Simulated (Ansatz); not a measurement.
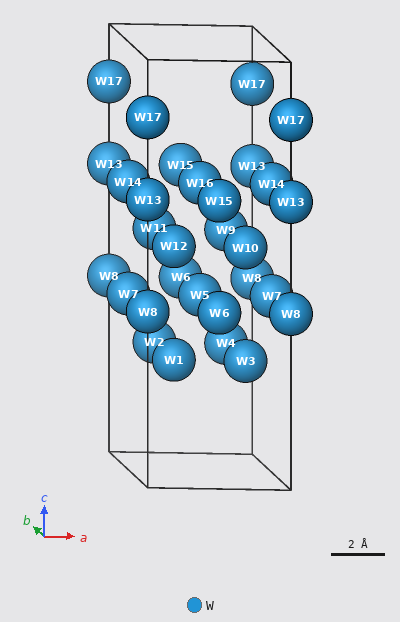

Figure 1. The input geometry (spheres-only view of the cell of the calculation, with the vacuum cut short, seen slightly off an axis; atoms are numbered from 1 in the order of the input). An atom can appear more than once, as a periodic image.

## Geometry relaxation, with input and output: W (part 1 of 4)

W (slab, 17 atoms in the cell), computed with DFT PBE+D3(BJ), scalar-relativistic, plane waves, PAW, spin-polarised (Ansatz 0.2.0).

The structure derives from an entry of the Crystallography Open Database. The input holds or restrains some coordinates. Forces given for the steps count only the free coordinates. Figures and captions count atoms from 1; the log counts them from 0 in places.

**Input file**
```yaml
crystal:
  lattice:
    - [5.4723966476, 0.0, 0.0]
    - [-1.8241322159, 5.1594250385, 0.0]
    - [0.0, 0.0, 25.7022897284]
  atoms:
    - { symbol: W, position: [0.25, 0.25, 0.3307098351] }
    - { symbol: W, position: [0.25, 0.75, 0.3307098351] }
    - { symbol: W, position: [0.75, 0.25, 0.3307098351] }
    - { symbol: W, position: [0.75, 0.75, 0.3307098351] }
    - { symbol: W, position: [0.5, 0.5, 0.4176319187] }
    - { symbol: W, position: [0.5, 0.0, 0.4176319187] }
    - { symbol: W, position: [0.0, 0.5, 0.4176319187] }
    - { symbol: W, position: [0.0, 0.0, 0.4176319187] }
    - { symbol: W, position: [0.75, 0.75, 0.505017285] }
    - { symbol: W, position: [0.75, 0.25, 0.505017285] }
    - { symbol: W, position: [0.25, 0.75, 0.505017285] }
    - { symbol: W, position: [0.25, 0.25, 0.505017285] }
    - { symbol: W, position: [0.0, 0.0, 0.5896310433] }
    - { symbol: W, position: [0.0, 0.5, 0.5896310433] }
    - { symbol: W, position: [0.5, 0.0, 0.5896310433] }
    - { symbol: W, position: [0.5, 0.5, 0.5896310433] }
    - { symbol: W, position: [0.0, 0.0, 0.7156898511], spin: 4.0 }
basis:
  ecutwfc: 420
kpoints:
  mp_grid: { grid: [6, 6, 1] }
hamiltonian:
  xc: pbe
  dispersion: d3bj
scf:
  occupations: { method: gaussian, width: 0.1 }
output:
  forces: true
  eigenvalues: true
  populations: true
  write_density: true
  write_potential: true
  elf: true
  volumetric_format: npy
magnetization:
  spin_polarized: true
relax:
  adjacent_minimum: "off"
  f_tol: 0.03
  max_steps: 70
  constraints: [{ sites: [0, 1, 2, 3, 4, 5, 6, 7] }]
efield:
  axis: 3
  dipole_correction: true
```

Run as:
```bash
ansatz run input.yaml --threads 4 --pin off --max-ram 10240MiB --backend cpu --events-out ev --progress --plain --runs-dir out
```

**What the program printed**
```
Engine: ansatz 0.2.0, x86_64-unknown-linux-gnu
Pseudopotentials: kind: paw
Pseudopotential: W, paw, valence charge 14, recommended cutoff 420 eV (normal), W.paw.azcp
Functional definition: PBE
  parameter kappa = 0.804
  parameter beta = 0.06672455060314922
  exchange = pbe_x(kappa = kappa, mu = beta*pi^2/3)
  correlation = pbe_c(beta = beta)
Crystal: 17 atoms, lattice volume = 725.689 Å³
Basis set: ecut = 420 eV, 14177 PW (Γ), exchange–correlation on 80×80×360 points (8 copies of the dense FFT grid, shifted against one another)
Bands: 146, of which v1, the nominal top of the filled ones, is band 119 counted from 1 (118 counted from 0)
Symmetry: 4 space group operations
k-points: 13 of 36
Non-local potential: W, projectors of the file, l = 0: 3, l = 1: 2, l = 2: 2, l = 3: 1
PAW form: soft (Blöchl's): semilocal exchange-correlation on the pseudo side does not see the compensation charge
PAW one-centre angular grid: W, 590 points (default); XC on 64 Gauss nodes
Initial density: superposition of atomic densities (neutral atoms: chi_scale 0, normalization atom)
Starting moments: Σ|m| = 4 μB on 1 of 17 sites
Initial wavefunctions: pseudopotential atomic-orbital guess
Functional: x = pbe(κ = 0.804, μ = 0.2195149727645171), c = pbe(β = 0.06672455060314922)
SCF iter   1: F=—  HF=-176540.425453 eV  |F-HF|=—  |Δ(HF+E_count)|=         —  Δρ=2.28e-2 (↑2.28e-2 ↓1.98e-2)  dr2=1.11e2  dr2_m=1.62e-1  M=3.098 μB ∫|m|=3.686 μB  β_m=1.00  ethr=3.10e-3  p=-0.000 e·Å  D=-1.51e-6 V/Å  ΔV_dip=0.00 eV  dr2_dipole=1.33e1  V_vac-E_F(+/−)=6.84/6.84 eV  ⟨swp⟩=9.3  Hψ=18496  notcnv=0
Mixer restart at iter 1: flushing history
efield: sawtooth ramp at fractional position 0.9732 (placed from the atoms, in the widest stretch of the axis that holds none; the zero of the levels goes with the place), width 0.1000; the density the first Hamiltonian is built on has a dipole p = -0.000 e·Å; the dipole correction subtracts the counter field D = -1.51e-6 V/Å, which shifts the + side's vacuum level by +0.00 eV against the − side's; the planar-averaged density in the ramp window peaks in size at 4.1e-6 e/Å³
preconditioner: auto → LDOS  [metal: Δε(μ)=0.008 eV  Ē_g=4.998 eV  σ=0.100 eV  W_gap=0.04  n_scr=126 (ndim 8)  ℏωp=13.9 eV  f_vac=0.516  D(μ)=23.16/eV (n_scr^D=158)]
spin=Collinear: LDOS preconditioning applied to the charge; magnetization (m = ρ↑ − ρ↓) channel mixes plain (no charge-response kernel on spin).
SCF iter   2: F=—  HF=-176535.388004 eV  |F-HF|=—  |Δ(HF+E_count)|=    5.04e0  Δρ=1.45e-2 (↑1.37e-2 ↓1.45e-2)  dr2=5.98e1  dr2_m=1.06e-2  M=3.315 μB ∫|m|=4.048 μB  β_m=0.51  ethr=3.10e-3  p=0.019 e·Å  D=4.84e-3 V/Å  ΔV_dip=-0.12 eV  dr2_dipole=1.11e1  V_vac-E_F(+/−)=6.18/6.30 eV  ⟨swp⟩=2.2  Hψ=5890  notcnv=0  defer=389
density mixer auto → msr1: a metal under ldos (density of states about μ 1.72 of a free-electron gas's, 126 screened modes)
SCF iter   3: F=—  HF=-176531.881839 eV  |F-HF|=—  |Δ(HF+E_count)|=    3.51e0  Δρ=8.80e-3 (↑7.48e-3 ↓8.80e-3)  dr2=2.85e0  dr2_m=3.51e-1  M=3.803 μB ∫|m|=4.786 μB  β_m=0.59  ethr=3.10e-3  p=0.144 e·Å  D=3.58e-2 V/Å  ΔV_dip=-0.92 eV  dr2_dipole=1.42e0  V_vac-E_F(+/−)=4.36/5.28 eV  ⟨swp⟩=5.7  Hψ=9052  notcnv=0  defer=400
SCF iter   4: F=—  HF=-176532.252407 eV  |F-HF|=—  |Δ(HF+E_count)|=   3.71e-1  Δρ=4.73e-3 (↑4.73e-3 ↓3.05e-3)  dr2=2.43e-1  dr2_m=8.31e-2  M=4.135 μB ∫|m|=5.047 μB  β_m=0.63  ethr=1.20e-3  p=0.179 e·Å  D=4.46e-2 V/Å  ΔV_dip=-1.15 eV  dr2_dipole=4.10e-2  V_vac-E_F(+/−)=3.96/5.10 eV  ⟨swp⟩=3.0  Hψ=4947  notcnv=0  defer=449
SCF iter   5: F=—  HF=-176532.423770 eV  |F-HF|=—  |Δ(HF+E_count)|=         —  Δρ=2.96e-3 (↑2.96e-3 ↓8.73e-4)  dr2=2.13e-1  dr2_m=1.92e-2  M=4.425 μB ∫|m|=5.306 μB  β_m=0.63  ethr=1.02e-4  p=0.194 e·Å  D=4.83e-2 V/Å  ΔV_dip=-1.24 eV  dr2_dipole=8.95e-2  V_vac-E_F(+/−)=3.82/5.07 eV  ⟨swp⟩=3.0  Hψ=6578  notcnv=0  defer=445
SCF iter   6: F=—  HF=-176532.458250 eV  |F-HF|=—  |Δ(HF+E_count)|=   3.45e-2  Δρ=9.55e-4 (↑9.55e-4 ↓4.96e-4)  dr2=3.89e-2  dr2_m=2.01e-3  M=4.425 μB ∫|m|=5.327 μB  β_m=0.76  ethr=8.96e-5  p=0.187 e·Å  D=4.67e-2 V/Å  ΔV_dip=-1.20 eV  dr2_dipole=2.39e-2  V_vac-E_F(+/−)=3.84/5.04 eV  ⟨swp⟩=2.2  Hψ=5375  notcnv=0  defer=445
SCF iter   7: F=—  HF=-176532.471625 eV  |F-HF|=—  |Δ(HF+E_count)|=   1.34e-2  Δρ=3.03e-4 (↑3.03e-4 ↓1.79e-4)  dr2=3.44e-3  dr2_m=2.69e-4  M=4.445 μB ∫|m|=5.375 μB  β_m=0.80  ethr=1.63e-5  p=0.183 e·Å  D=4.56e-2 V/Å  ΔV_dip=-1.17 eV  dr2_dipole=2.11e-3  V_vac-E_F(+/−)=3.81/4.98 eV  ⟨swp⟩=2.8  Hψ=5286  notcnv=0  defer=446
SCF iter   8: F=—  HF=-176532.472824 eV  |F-HF|=—  |Δ(HF+E_count)|=   1.20e-3  Δρ=6.50e-5 (↑6.50e-5 ↓5.89e-5)  dr2=2.13e-4  dr2_m=1.01e-5  M=4.450 μB ∫|m|=5.399 μB  β_m=0.83  ethr=1.44e-6  p=0.180 e·Å  D=4.48e-2 V/Å  ΔV_dip=-1.15 eV  dr2_dipole=8.03e-5  V_vac-E_F(+/−)=3.79/4.95 eV  ⟨swp⟩=3.0  Hψ=6257  notcnv=0  defer=447
SCF iter   9: F=—  HF=-176532.472843 eV  |F-HF|=—  |Δ(HF+E_count)|=   1.96e-5  Δρ=4.52e-5 (↑4.52e-5 ↓4.13e-5)  dr2=1.29e-4  dr2_m=1.18e-6  M=4.447 μB ∫|m|=5.403 μB  β_m=0.70  ethr=8.93e-8  p=0.178 e·Å  D=4.43e-2 V/Å  ΔV_dip=-1.14 eV  dr2_dipole=3.74e-6  V_vac-E_F(+/−)=3.80/4.93 eV  ⟨swp⟩=3.0  Hψ=6998  notcnv=0  defer=447
SCF iter  10: F=-176532.472821 eV  HF=-176532.472827 eV  |F-HF|=5.71e-6  |Δ(HF+E_count)|=   1.64e-5  Δρ=1.74e-5 (↑1.74e-5 ↓1.04e-5)  dr2=9.92e-6  dr2_m=7.42e-7  M=4.446 μB ∫|m|=5.404 μB  ethr=9.45e-9  p=0.177 e·Å  D=4.41e-2 V/Å  ΔV_dip=-1.13 eV  dr2_dipole=9.78e-7  V_vac-E_F(+/−)=3.80/4.93 eV  ⟨swp⟩=26.5  Hψ=44874  notcnv=0
SCF 1 converged in 10 iterations: F = -176532.472821 eV  dr2 = 9.92e-6
  greatest PAW one-centre occupation: 1.000 electrons in one spin orbital (limit 2), on the W atom at site 16 (counted from 0), in its partial waves of l = 0
relax step   1: F+E_penalty+E_count = -176532.47282128 eV  Δ(F+E_penalty+E_count) = +0.000e0 eV  max|allowed force component| = 2.276e0 eV/Å  Δτ_max = 0.0000 Å  (10 SCF iters, dr2 threshold 2.25e-5 eV, accepted)
Initial density: handed on by an earlier stage of this run
Starting moments: Σ|m| = 4 μB on 1 of 17 sites; this step starts from the density that it was given
Initial wavefunctions: those handed on with the density
iter 1 solved again at ethr=1.98e-4 eV; its pass at ethr=3.10e-3 eV (dr2=4.72e-1 eV) is discarded
SCF iter   1: F=—  HF=-176532.701347 eV  |F-HF|=—  |Δ(HF+E_count)|=         —  Δρ=7.30e-3 (↑7.30e-3 ↓7.09e-3)  dr2=4.33e-1  dr2_m=3.09e-1  M=4.103 μB ∫|m|=5.147 μB  β_m=1.00  ethr=1.98e-4  p=0.177 e·Å  D=4.41e-2 V/Å  ΔV_dip=-1.13 eV  dr2_dipole=6.76e-2  V_vac-E_F(+/−)=3.79/4.92 eV  ⟨swp⟩=2.0  Hψ=11667  notcnv=0  defer=416
efield: sawtooth ramp at fractional position 0.9732 (handed on by an earlier solve), width 0.1000; the density the first Hamiltonian is built on has a dipole p = 0.177 e·Å; the dipole correction subtracts the counter field D = 4.41e-2 V/Å, which shifts the + side's vacuum level by -1.13 eV against the − side's; the planar-averaged density in the ramp window peaks in size at 4.3e-6 e/Å³
preconditioner: auto → LDOS  [metal: Δε(μ)=0.006 eV  Ē_g=4.576 eV  σ=0.100 eV  W_gap=0.03  n_scr=126 (ndim 8)  ℏωp=13.9 eV  f_vac=0.526  D(μ)=13.37/eV (n_scr^D=76)]
spin=Collinear: LDOS preconditioning applied to the charge; magnetization (m = ρ↑ − ρ↓) channel mixes plain (no charge-response kernel on spin).
SCF iter   2: F=—  HF=-176532.974165 eV  |F-HF|=—  |Δ(HF+E_count)|=   2.73e-1  Δρ=1.86e-3 (↑1.86e-3 ↓1.37e-3)  dr2=1.96e-1  dr2_m=2.70e-3  M=4.029 μB ∫|m|=5.078 μB  β_m=0.32  ethr=1.82e-4  p=0.185 e·Å  D=4.62e-2 V/Å  ΔV_dip=-1.19 eV  dr2_dipole=6.47e-2  V_vac-E_F(+/−)=3.73/4.92 eV  ⟨swp⟩=3.1  Hψ=7395  notcnv=0  defer=424
density mixer auto → msr1: a metal under ldos (density of states about μ 1.50 of a free-electron gas's, 126 screened modes)
SCF iter   3: F=—  HF=-176532.958516 eV  |F-HF|=—  |Δ(HF+E_count)|=   1.56e-2  Δρ=1.30e-3 (↑9.95e-4 ↓1.30e-3)  dr2=6.69e-2  dr2_m=4.10e-3  M=4.062 μB ∫|m|=5.107 μB  β_m=0.55  ethr=8.24e-5  p=0.193 e·Å  D=4.81e-2 V/Å  ΔV_dip=-1.24 eV  dr2_dipole=2.96e-2  V_vac-E_F(+/−)=3.68/4.92 eV  ⟨swp⟩=2.2  Hψ=5237  notcnv=0  defer=425
SCF iter   4: F=—  HF=-176532.960770 eV  |F-HF|=—  |Δ(HF+E_count)|=   2.25e-3  Δρ=3.20e-4 (↑3.20e-4 ↓2.85e-4)  dr2=1.28e-3  dr2_m=4.87e-4  M=4.140 μB ∫|m|=5.163 μB  β_m=0.63  ethr=2.81e-5  p=0.200 e·Å  D=5.00e-2 V/Å  ΔV_dip=-1.28 eV  dr2_dipole=3.66e-4  V_vac-E_F(+/−)=3.64/4.93 eV  ⟨swp⟩=2.2  Hψ=5428  notcnv=0  defer=423
SCF iter   5: F=—  HF=-176532.961016 eV  |F-HF|=—  |Δ(HF+E_count)|=   2.46e-4  Δρ=1.22e-4 (↑1.22e-4 ↓1.12e-4)  dr2=1.32e-4  dr2_m=6.89e-5  M=4.138 μB ∫|m|=5.161 μB  β_m=0.80  ethr=5.38e-7  p=0.199 e·Å  D=4.96e-2 V/Å  ΔV_dip=-1.28 eV  dr2_dipole=1.85e-5  V_vac-E_F(+/−)=3.65/4.93 eV  ⟨swp⟩=3.1  Hψ=6407  notcnv=0  defer=422
SCF iter   6: F=—  HF=-176532.961146 eV  |F-HF|=—  |Δ(HF+E_count)|=   1.29e-4  Δρ=2.35e-5 (↑2.30e-5 ↓2.35e-5)  dr2=2.19e-5  dr2_m=1.27e-6  M=4.141 μB ∫|m|=5.162 μB  β_m=0.75  ethr=5.55e-8  p=0.198 e·Å  D=4.94e-2 V/Å  ΔV_dip=-1.27 eV  dr2_dipole=8.53e-8  V_vac-E_F(+/−)=3.66/4.93 eV  ⟨swp⟩=2.9  Hψ=7086  notcnv=0  defer=422
SCF iter   7: F=-176532.961146 eV  HF=-176532.961149 eV  |F-HF|=2.81e-6  |Δ(HF+E_count)|=   3.62e-6  Δρ=8.87e-6 (↑8.87e-6 ↓6.97e-6)  dr2=4.58e-6  dr2_m=9.78e-8  M=4.141 μB ∫|m|=5.162 μB  ethr=9.20e-9  p=0.198 e·Å  D=4.93e-2 V/Å  ΔV_dip=-1.27 eV  dr2_dipole=3.23e-7  V_vac-E_F(+/−)=3.66/4.93 eV  ⟨swp⟩=26.1  Hψ=41251  notcnv=0
WARN: dispersion: an atom stands within reach of a switch of its C6 between two reference coordination numbers of its element: through that C6 alone, e_disp changes by 0.025 eV or more while the distances to its neighbours run over a stretch of 0.05 Å that contains this geometry (sites counted from 0 in the run's list of atoms or, in a supercell that it derives, in that cell's: here a list of 17) — site 16 (W): coordination number 1.056 (about 0.98 to 1.14 with every neighbour 0.05 Å farther or nearer), switch near 0.965 between the references 1.929 (weight 0.80) and 0.000 (weight 0.20), e_disp changing by some 0.03 eV. This is how the published method behaves, and the energy and the forces stay consistent. Where you compare this geometry's total energy with another's, compare their components.e_disp too, and, where the geometries are yours to choose, keep both on one side of the switch, which a site's coordination number tells: a relaxation that ends in reach of it can search the other side under relax.adjacent_minimum: search, except where no move that the cell, the constraints and the symmetry allow carries the atom there
SCF 2 converged in 7 iterations: F = -176532.961146 eV  dr2 = 4.58e-6
[... from here on the iterations of each SCF are left out, up to the last one ...]
  Residual-converged pass: ⟨swp⟩=1.0  Hψ=3901  notcnv=0  max |occ|·‖R‖ = 7.1e-9 eV (tolerance 1.0e-8 eV)  dr2=4.58e-6  dr2_m=9.78e-8  dr2_onsite=5.89e-8  max |Δocc| = 9.4e-11
relax step   2: F+E_penalty+E_count = -176532.96114644 eV  Δ(F+E_penalty+E_count) = -4.883e-1 eV  max|allowed force component| = 2.297e0 eV/Å  Δτ_max = 0.1946 Å  (7 SCF iters, dr2 threshold 1.00e-4 eV, accepted)
[... from here on the SCF iterations and repeated set-up lines of each step are left out, up to the last step ...]
SCF 3 converged in 7 iterations: F = -176533.589315 eV  dr2 = 1.28e-5
relax step   3: F+E_penalty+E_count = -176533.58931462 eV  Δ(F+E_penalty+E_count) = -6.282e-1 eV  max|allowed force component| = 2.865e0 eV/Å  Δτ_max = 0.1950 Å  (7 SCF iters, dr2 threshold 1.00e-4 eV, accepted)
SCF 4 converged in 9 iterations: F = -176534.223782 eV  dr2 = 4.58e-6
relax step   4: F+E_penalty+E_count = -176534.22378239 eV  Δ(F+E_penalty+E_count) = -6.345e-1 eV  max|allowed force component| = 2.559e0 eV/Å  Δτ_max = 0.1950 Å  (9 SCF iters, dr2 threshold 1.00e-4 eV, accepted)
SCF 5 converged in 8 iterations: F = -176534.551469 eV  dr2 = 1.49e-5
relax step   5: F+E_penalty+E_count = -176534.55146890 eV  Δ(F+E_penalty+E_count) = -3.277e-1 eV  max|allowed force component| = 2.477e0 eV/Å  Δτ_max = 0.2000 Å  (8 SCF iters, dr2 threshold 1.00e-4 eV, accepted)
SCF 6 converged in 12 iterations: F = -176534.796488 eV  dr2 = 1.77e-5
relax step   6: F+E_penalty+E_count = -176534.79648814 eV  Δ(F+E_penalty+E_count) = -2.450e-1 eV  max|allowed force component| = 2.894e0 eV/Å  Δτ_max = 0.1949 Å  (12 SCF iters, dr2 threshold 1.00e-4 eV, accepted)
SCF 7 converged in 13 iterations: F = -176535.087767 eV  dr2 = 3.17e-5
relax step   7: F+E_penalty+E_count = -176535.08776655 eV  Δ(F+E_penalty+E_count) = -2.913e-1 eV  max|allowed force component| = 9.359e-1 eV/Å  Δτ_max = 0.2000 Å  (13 SCF iters, dr2 threshold 1.00e-4 eV, accepted)
SCF 8 converged in 6 iterations: F = -176535.093716 eV  dr2 = 1.19e-5
relax step   8: F+E_penalty+E_count = -176535.09371591 eV  Δ(F+E_penalty+E_count) = -5.949e-3 eV  max|allowed force component| = 6.809e-1 eV/Å  Δτ_max = 0.0349 Å  (6 SCF iters, dr2 threshold 9.16e-5 eV, accepted)
SCF 9 converged in 7 iterations: F = -176535.101436 eV  dr2 = 2.46e-7
relax step   9: F+E_penalty+E_count = -176535.10143551 eV  Δ(F+E_penalty+E_count) = -7.720e-3 eV  max|allowed force component| = 1.197e-1 eV/Å  Δτ_max = 0.0202 Å  (7 SCF iters, dr2 threshold 4.85e-5 eV, accepted)
```
